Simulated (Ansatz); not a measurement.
```yaml
crystal:
  lattice:
    - [2.91263, -2.91263, 0.00000]
    - [2.91263, 2.91263, 0.00000]
    - [0.00000, 0.00000, 6.08936]
  atoms:
    - { symbol: Ca, position: [0.00000, 0.00000, 0.00000] }
    - { symbol: Ca, position: [0.50000, 0.50000, 0.50000] }
    - { symbol: Se, position: [0.50000, 0.50000, 0.00000] }
    - { symbol: Se, position: [0.00000, 0.00000, 0.50000] }
```

Space group I4/mmm.

Level of theory: Ansatz 0.2.0, DFT, PBE, PAW with Ansatz's default frozen-core files, scalar-relativistic.

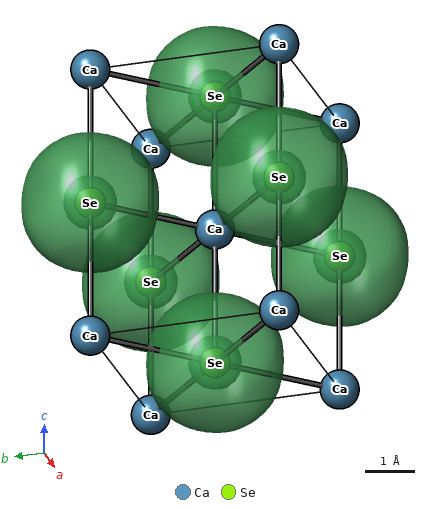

CaSe. Isosurface of the electron localisation function at 0.65 (green), seen at an oblique angle. Core shells and regions of very low density are left out. Sticks mark near contacts.

In a PAW calculation such maps are meaningful between the atoms, not at the nuclei.

**Describe the localisation domains.**

The surface consists of two regions wrapped around Se (the valence shell of each), counted in one cell of 4 atoms. Any copies at cell faces, edges or corners count once. Along the contacts the grid gives the following. Ca–Se (2.91 Å): the ELF is about 0.35 at the midpoint: an ionic contact with no shared pair. Ca–Se (3.04 Å): the ELF is about 0.35 at the midpoint and 0.05 at its lowest between the atoms (a largely ionic contact).

**Does the calculation make it a metal, or give it a gap?**

It is gapped, with a Kohn–Sham gap of 2.1 eV on the k-point mesh, an upper bound to the gap of this method.
